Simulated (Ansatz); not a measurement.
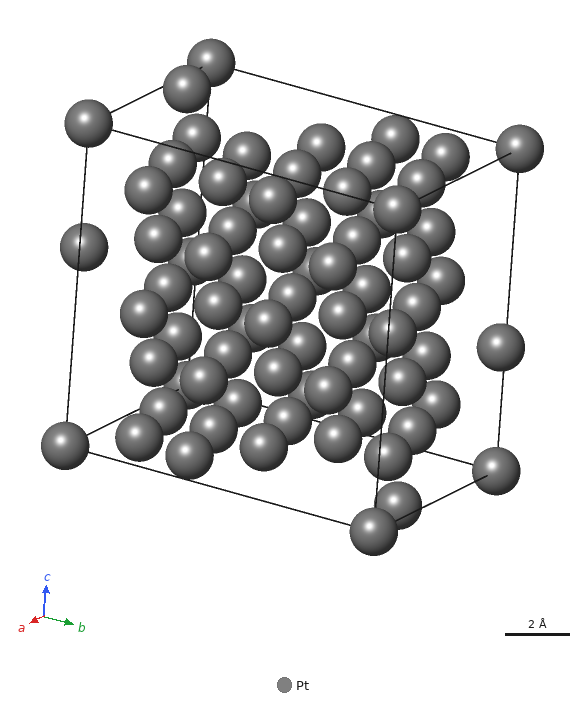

Figure 1. The structure (spheres-only view of the cell of the calculation, seen slightly off an axis).

**Run report: Pt, single-point calculation (part 1 of 2)**

System: Pt (Fm-3m, 62 atoms in the cell).
Method: DFT PBE, scalar-relativistic, plane waves, PAW, no spin polarisation (Ansatz 0.2.0).

The structure derives from a Materials Project entry. It belongs to a series of runs on one base structure; here: the perfect crystal in a cell of 62 atoms.

## What the program printed
```
Engine: ansatz 0.2.0, x86_64-unknown-linux-gnu
Pseudopotentials: kind: paw
Pseudopotential: Pt, paw, valence charge 18, recommended cutoff 420 eV (normal), Pt.paw.azcp
Functional definition: PBE
  parameter kappa = 0.804
  parameter beta = 0.06672455060314922
  exchange = pbe_x(kappa = kappa, mu = beta*pi^2/3)
  correlation = pbe_c(beta = beta)
Crystal: 62 atoms, lattice volume = 970.016 Å³
Basis set: ecut = 420 eV, 18939 PW (Γ), exchange–correlation on 144×144×144 points (8 copies of the dense FFT grid, shifted against one another)
Bands: 670, of which v1, the nominal top of the filled ones, is band 558 counted from 1 (557 counted from 0)
Symmetry: 372 space group operations
Space group: Fm-3m (ITA 225), of the structure as read, at distance tolerance 9.9e-5 Å
k-points: 6 of 27
Non-local potential: Pt, projectors of the file, l = 0: 3, l = 1: 2, l = 2: 2, l = 3: 1
PAW form: soft (Blöchl's): semilocal exchange-correlation on the pseudo side does not see the compensation charge
PAW one-centre angular grid: Pt, 590 points (default); XC on 64 Gauss nodes
Initial density: superposition of atomic densities (neutral atoms: chi_scale 0, normalization atom), corrected by the library's trained network
Initial wavefunctions: pseudopotential atomic-orbital guess
Functional: x = pbe(κ = 0.804, μ = 0.2195149727645171), c = pbe(β = 0.06672455060314922)
SCF iter   1: F=—  HF=-776426.888675 eV  |F-HF|=—  |Δ(HF+E_count)|=         —  Δρ=3.19e-3  dr2=1.74e-2  ethr=1.77e-3  ⟨swp⟩=5.3  Hψ=13373  notcnv=0  defer=252
preconditioner: auto → Kerker (q_TF=auto, 2.793 Å⁻¹)  [metal: Δε(μ)=0.013 eV  Ē_g=8.273 eV  σ=0.100 eV  W_gap=0.07  n_scr=364 (ndim 8)  ℏωp=29.7 eV  f_vac=0.000  D(μ)=140.40/eV (n_scr^D=2202)]
SCF iter   2: F=—  HF=-776426.915399 eV  |F-HF|=—  |Δ(HF+E_count)|=   2.67e-2  Δρ=1.76e-3  dr2=5.44e-3  ethr=1.56e-6  ⟨swp⟩=3.2  Hψ=8759  notcnv=0  defer=306
SCF iter   3: F=—  HF=-776426.928818 eV  |F-HF|=—  |Δ(HF+E_count)|=   1.34e-2  Δρ=1.11e-4  dr2=4.07e-5  ethr=4.88e-7  ⟨swp⟩=2.0  Hψ=5390  notcnv=0  defer=306
SCF iter   4: F=—  HF=-776426.930234 eV  |F-HF|=—  |Δ(HF+E_count)|=   1.42e-3  Δρ=2.49e-5  dr2=4.03e-6  ethr=3.64e-9  ⟨swp⟩=2.0  Hψ=5255  notcnv=0  defer=306
SCF iter   5: F=—  HF=-776426.930235 eV  |F-HF|=—  |Δ(HF+E_count)|=   1.48e-6  Δρ=7.22e-6  dr2=4.96e-7  ethr=3.61e-10  ⟨swp⟩=2.0  Hψ=5024  notcnv=0  defer=306
SCF iter   6: F=-776426.930235 eV  HF=-776426.930235 eV  |F-HF|=1.40e-9  |Δ(HF+E_count)|=  2.33e-10  Δρ=1.81e-6  dr2=2.02e-8  ethr=8.96e-12  ⟨swp⟩=10.5  Hψ=23273  notcnv=0
SCF 1 converged in 6 iterations: F = -776426.930235 eV  dr2 = 2.02e-8
  greatest PAW one-centre occupation: 1.000 electrons in one spin orbital (limit 2), on the Pt atom at site 61 (counted from 0), in its partial waves of l = 0
```

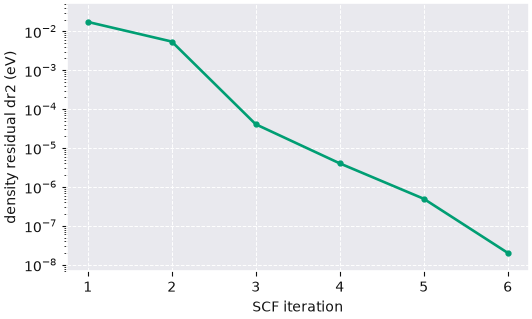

Figure 2. Convergence of the self-consistent field: density residual dr2 against the SCF iteration. The residual falls at every step.

```
SCF converged after 6 iterations
Free energy (F): -776426.930235 eV
Harris-Foulkes:  -776426.930235 eV  (|F-HF|=1.40e-9)
Internal energy: -776426.228117 eV  (E = F + TS)
E sigma→0 (E₀):  -776426.579176 eV
Entropy (-TS):   -0.702118 eV (-11.324 meV/atom)
Fermi energy:    22.268889 eV
--- Per-component energies (eV) ---
  E_band       = -9014.313940
  E_kinetic    = 39494.072342
  E_local      = -93593.341430  (includes V_loc(G=0)·N_el)
  E_nonlocal   = 12387.820314
  E_hartree    = 34665.838266
  E_xc         = -16219.099649
  E_vxc        = -18761.088168  (∫ρ·V_xc dr)
  E_paw        = -586141.316459  (= ΣΔE_a)
  E_vpaw       = -17873.440293  (= ΣTr[D̂ρ^β])
  E_aug_tail   = 0.012627  (compensation charges beyond the density's cutoff)
  E_ewald      = -167020.214127
  E_smearing   = -0.702118  (= −TS)
  E_closure    = -0.000000  (closes the sum)
  Σ components = -776426.930235   (vs F -776426.930235, Δ=0.00e0)
--- Forces (eV/Å), atoms counted from 1 ---
  atom   1  Pt     0.00000000    -0.00000000    -0.00000000
  atom   2  Pt     0.00000000     0.00000000     0.00000000
  atom   3  Pt     0.00000000     0.00000000     0.00000000
  atom   4  Pt    -0.00000000     0.00000000     0.00000000
  atom   5  Pt     0.00000000     0.00000000     0.00000000
  atom   6  Pt     0.00000000    -0.00000000     0.00000000
  atom   7  Pt     0.00000000     0.00000000    -0.00000000
  atom   8  Pt     0.00000000    -0.00000000     0.00000000
  atom   9  Pt     0.00000000    -0.00000000     0.00000000
  atom  10  Pt     0.00000000     0.00000000    -0.00000000
  atom  11  Pt     0.00000000    -0.00000000     0.00000000
  atom  12  Pt    -0.00000000    -0.00000000     0.00000000
  atom  13  Pt     0.00000000    -0.00000000     0.00000000
  atom  14  Pt     0.00000000     0.00000000     0.00000000
  atom  15  Pt    -0.00000000     0.00000000     0.00000000
  atom  16  Pt    -0.00000000     0.00000000     0.00000000
  atom  17  Pt     0.00000000    -0.00000000    -0.00000000
  atom  18  Pt    -0.00000000    -0.00000000     0.00000000
  atom  19  Pt    -0.00000000    -0.00000000     0.00000000
  atom  20  Pt    -0.00000000    -0.00000000     0.00000000
  atom  21  Pt    -0.00000000    -0.00000000    -0.00000000
  atom  22  Pt     0.00000000    -0.00000000    -0.00000000
  atom  23  Pt    -0.00000000    -0.00000000     0.00000000
  atom  24  Pt     0.00000000    -0.00000000     0.00000000
  atom  25  Pt     0.00000000    -0.00000000    -0.00000000
  atom  26  Pt    -0.00000000     0.00000000     0.00000000
  atom  27  Pt    -0.00000000    -0.00000000    -0.00000000
  atom  28  Pt    -0.00000000     0.00000000    -0.00000000
  atom  29  Pt     0.00000000    -0.00000000     0.00000000
  atom  30  Pt     0.00000000    -0.00000000     0.00000000
  atom  31  Pt     0.00000000    -0.00000000     0.00000000
  atom  32  Pt     0.00000000     0.00000000     0.00000000
  atom  33  Pt     0.00000000     0.00000000     0.00000000
  atom  34  Pt    -0.00000000     0.00000000     0.00000000
  atom  35  Pt    -0.00000000    -0.00000000     0.00000000
  atom  36  Pt    -0.00000000     0.00000000    -0.00000000
  atom  37  Pt     0.00000000     0.00000000    -0.00000000
  atom  38  Pt    -0.00000000    -0.00000000    -0.00000000
  atom  39  Pt    -0.00000000    -0.00000000     0.00000000
  atom  40  Pt     0.00000000    -0.00000000     0.00000000
  atom  41  Pt     0.00000000     0.00000000     0.00000000
  atom  42  Pt    -0.00000000    -0.00000000    -0.00000000
  atom  43  Pt     0.00000000     0.00000000     0.00000000
  atom  44  Pt     0.00000000     0.00000000     0.00000000
  atom  45  Pt    -0.00000000    -0.00000000     0.00000000
  atom  46  Pt     0.00000000    -0.00000000     0.00000000
  atom  47  Pt     0.00000000    -0.00000000    -0.00000000
  atom  48  Pt    -0.00000000     0.00000000     0.00000000
  atom  49  Pt    -0.00000000    -0.00000000    -0.00000000
  atom  50  Pt     0.00000000    -0.00000000     0.00000000
  atom  51  Pt     0.00000000    -0.00000000     0.00000000
  atom  52  Pt     0.00000000    -0.00000000     0.00000000
  atom  53  Pt    -0.00000000    -0.00000000     0.00000000
  atom  54  Pt     0.00000000    -0.00000000     0.00000000
  atom  55  Pt    -0.00000000    -0.00000000    -0.00000000
  atom  56  Pt    -0.00000000    -0.00000000     0.00000000
  atom  57  Pt     0.00000000     0.00000000     0.00000000
  atom  58  Pt    -0.00000000     0.00000000     0.00000000
  atom  59  Pt    -0.00000000    -0.00000000    -0.00000000
  atom  60  Pt     0.00000000     0.00000000     0.00000000
  atom  61  Pt     0.00000000    -0.00000000     0.00000000
  atom  62  Pt     0.00000000     0.00000000     0.00000000
  max |Σ_I F_I| component: 1.05e-26 eV/Å
--- Stress (GPa, compression-positive) ---
        0.012476      -0.000631       0.000631
       -0.000631       0.012476      -0.000631
        0.000631      -0.000631       0.012476
  P = ⅓ Tr σ = 0.0125 GPa (0.125 kbar)
--- Band table (eV; the first three rows and the last of 6) ---
  k-point 0: bands = ["-76.0925", "-76.0792", "-76.0792", "-76.0792", "-76.0792", "-76.0792", "-76.0792", "-76.0745", "-76.0745", "-76.0745", ... 460 levels left out ..., "20.1912", "20.3073", "20.3073", "20.3073", "20.3073", "20.3073", "20.3073", "20.3706", "20.3706", "20.3706", "20.3706", "20.3706", "20.3706", "20.4371", "20.4371", "20.4371", "20.4371", "20.4371", "20.4371", "20.4840", "20.4840", "20.4840", "20.4840", "20.4840", "20.4840", "20.7251", "20.7251", "20.7251", "20.7251",
      "20.7251", "20.7251", "20.7347", "20.7347", "21.2659", "21.2659", "21.2659", "21.2659", "21.2659", "21.2659", "21.3936", "21.3936", "21.3936", "21.3936", "21.3936", "21.3936", "21.7617", "21.7617", "21.7617", "21.7617", "21.7617", "21.7617", "21.8989", "21.8989", "21.8989", "21.8989", "21.8989", "21.8989", "21.9392", "22.0563", "22.0563", "22.0563", "22.0563", "22.0563", "22.0563", "22.0755", "22.0755", "22.0755", "22.0755", "22.0755",
      "22.0755", "22.1443", "22.1443", "22.1443", "22.1443", "22.1443", "22.1443", "22.1543", "22.1543", "22.1543", "22.1543", "22.1543", "22.1543", "22.1633", "22.1633", "22.1633", "22.1633", "22.1633", "22.1633", "22.1765", "22.1765", "22.1765", "22.1765", "22.1765", "22.1765", "22.1991", "22.1991", "22.1991", "22.1991", "22.1991", "22.1991", "22.2405", "22.2405", "22.2405", "22.2405", "22.2405", "22.2405", "22.3136", "22.3136", "23.3213",
      "23.3213", "23.3213", "23.3213", "23.3213", "23.3213", "24.0487", "24.0487", "24.0487", "24.0487", "24.0487", "24.0487", "24.7521", "24.7521", "24.7521", "24.7521", "24.7521", "24.7521", "25.3149", "25.3149", "25.3149", "25.3149", "25.3149", "25.3149", "25.8641", "25.8641", "25.8641", "25.8641", "25.8641", "25.8641", "27.6852", "27.6852", "27.6852", "27.6852", "27.6852", "27.6852", "27.7112", "27.7112", "27.7112", "27.7112", "27.7112",
      "27.7112", "27.8531", "27.9292", "27.9292", "27.9292", "27.9292", "27.9292", "27.9292", "28.0687", "28.0687", "28.0687", "28.0687", "28.0687", "28.0687", "28.7170", "28.7170", "28.7170", "28.7170", "28.7170", "28.7170", "29.9970", "29.9970", "29.9970", "29.9970", "29.9970", "29.9970", "30.9872", "30.9872", "30.9872", "30.9872", "30.9872", "30.9872", "31.7654", "31.7654", "31.7654", "31.7654", "31.7654", "31.7654", "32.3528", "32.3528",
      "32.3528", "32.3528", "32.3528", "32.3528", "32.7867", "32.7867", "32.7867", "32.7867", "32.7867", "32.7867", "33.3316"]
  k-point 1: bands = ["-76.0908", "-76.0861", "-76.0799", "-76.0797", "-76.0782", "-76.0780", "-76.0766", "-76.0765", "-76.0739", "-76.0735", ... 460 levels left out ..., "20.2294", "20.2382", "20.2454", "20.2875", "20.2902", "20.3364", "20.3923", "20.4486", "20.4510", "20.4822", "20.4882", "20.5553", "20.5645", "20.5670", "20.5703", "20.6020", "20.6079", "20.6842", "20.6967", "20.6978", "20.6988", "20.7259", "20.7291", "20.7448", "20.7563", "20.7572", "20.7660", "20.7918", "20.7979",
      "20.8295", "20.8424", "20.8452", "20.8531", "20.9660", "21.0961", "21.1511", "21.1720", "21.1885", "21.1908", "21.2051", "21.2352", "21.2358", "21.2703", "21.3071", "21.3779", "21.4537", "21.4653", "21.4829", "21.4873", "21.5007", "21.5031", "21.5042", "21.5108", "21.5908", "21.6251", "21.6561", "21.6691", "21.7160", "21.7211", "21.7720", "21.7841", "21.7952", "21.7999", "21.8342", "21.8482", "21.8835", "21.8911", "21.9142", "22.0215",
      "22.0420", "22.0453", "22.0668", "22.0830", "22.0846", "22.0882", "22.1069", "22.1105", "22.1162", "22.1576", "22.1597", "22.1850", "22.1883", "22.1959", "22.1959", "22.2250", "22.2319", "22.2490", "22.2754", "22.3045", "22.3228", "22.3328", "22.3524", "22.3634", "22.3821", "22.3972", "22.4020", "22.4031", "22.4120", "22.4177", "22.4281", "22.4820", "22.4929", "22.5102", "22.6232", "22.6616", "22.7311", "22.7438", "22.7770", "22.8749",
      "22.9886", "23.1376", "23.3008", "23.3039", "23.3059", "23.5488", "23.6423", "23.8307", "23.9402", "24.0334", "24.4440", "24.5158", "24.5732", "24.7783", "24.9955", "25.1651", "25.2365", "25.2513", "25.4684", "25.5285", "25.5901", "25.6548", "25.6821", "25.9288", "25.9294", "25.9510", "25.9639", "25.9715", "26.1331", "26.1528", "26.3962", "26.6284", "26.8318", "26.8694", "26.9017", "27.1347", "27.2371", "27.3730", "27.4276", "27.5048",
      "27.6152", "27.6182", "27.9514", "28.1793", "28.3391", "28.5465", "28.5929", "28.6038", "28.6327", "28.7905", "28.8615", "29.0050", "29.1702", "29.2170", "29.2483", "29.2983", "29.4097", "29.6428", "29.6480", "29.7016", "29.7463", "29.7980", "29.9072", "30.0273", "30.2523", "30.2638", "30.3013", "30.3054", "30.4753", "30.5317", "30.5741", "30.5794", "30.9286", "30.9357", "31.0161", "31.0481", "31.1161", "31.7174", "31.7700", "31.8156",
      "31.8164", "32.1232", "32.1280", "32.3364", "32.4403", "32.8879", "33.0236", "33.0781", "33.1172", "33.1230", "33.1761"]
```
